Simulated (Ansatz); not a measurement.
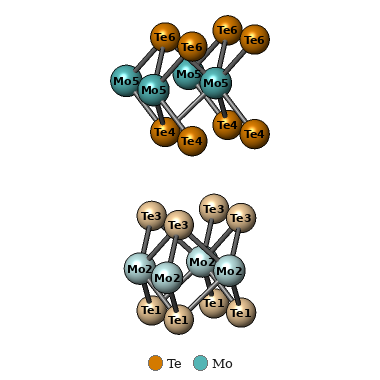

The system is a bilayer of two Te₂Mo sheets (1H type) (6 atoms in the cell); the picture shows the reference structure; the lower layer is drawn fainter. 
- The upper layer of a bilayer is slid along a line and lifted, both layers rigid.
- The first coordinate is: slide of the upper layer along the first surface vector, from Te4 above Te3; the second: distance between the facing planes of atoms.
- The grid has 6 × 6 points; 24 points were computed and 12 follow by symmetry.
- Points are written as (first, second).
- Energies: meV/Å², counted from the lowest grid point.
- The calculation used DFT PBE+D3(BJ), scalar-relativistic, plane waves, PAW in Ansatz. Settings: cutoff 420 eV, k-mesh 9×9×1, gaussian smearing 0.05 eV, no spin polarisation.

Its coordinates:

```
CELL_PARAMETERS angstrom
3.50388 0.00000 0.00000
-1.75194 3.03445 0.00000
0.00000 0.00000 24.76772
ATOMIC_POSITIONS crystal
Te 0.33333 0.66667 0.18169
Mo 0.66667 0.33333 0.25505
Te 0.33333 0.66667 0.32841
Te 0.83333 0.66667 0.46568
Mo 0.16667 0.33333 0.53904
Te 0.83333 0.66667 0.61240
```

Range: slide of the upper layer along the first surface vector from 0.00 to 2.92 Å; distance between the facing planes of atoms from 3.13 to 4.93 Å.

Predict the map.

The lowest grid point is at (1.75 Å, 3.40 Å). No other kind of well shows on this grid. The highest grid point, (0.00 Å, 3.13 Å), lies 51.1 meV/Å² above the lowest. On the interpolated surface the easiest way out of the lowest well to its copy in the next cell or period passes a barrier of about 9.9 meV/Å².

| second ↓, first → | 0.00 | 0.58 | 1.17 | 1.75 | 2.34 | 2.92 |
| --- | --- | --- | --- | --- | --- | --- |
| 4.93 | 16.8 | 16.7 | 16.6 | 16.5 | 16.6 | 16.7 |
| 4.33 | 11.4 | 11.0 | 10.1 | 9.7 | 10.1 | 11.0 |
| 3.93 | 10.0 | 8.6 | 5.8 | 4.4 | 5.8 | 8.6 |
| 3.65 | 13.5 | 10.3 | 4.2 | 1.3 | 4.2 | 10.3 |
| 3.40 | 24.1 | 17.6 | 5.5 | 0.0 | 5.5 | 17.6 |
| 3.13 | 51.1 | 37.2 | 13.0 | 2.3 | 13.0 | 37.2 |

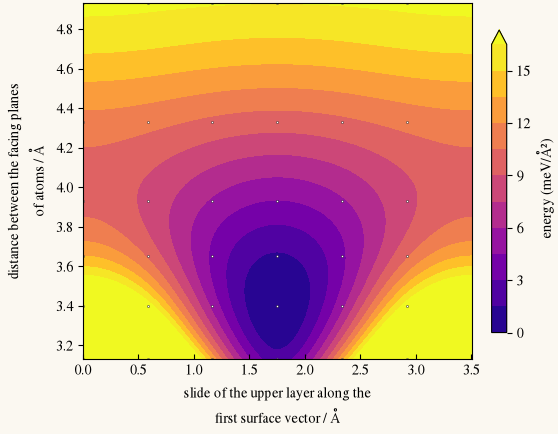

Drawn: filled contours, dots at the grid points, one colour for all values above the top of the scale. Between grid points the surface is interpolated.

The whole map (24 points run) took 10 min on 2 threads of Arm Neoverse V2, with other jobs on the host.

PAW datasets: the set soft_1.
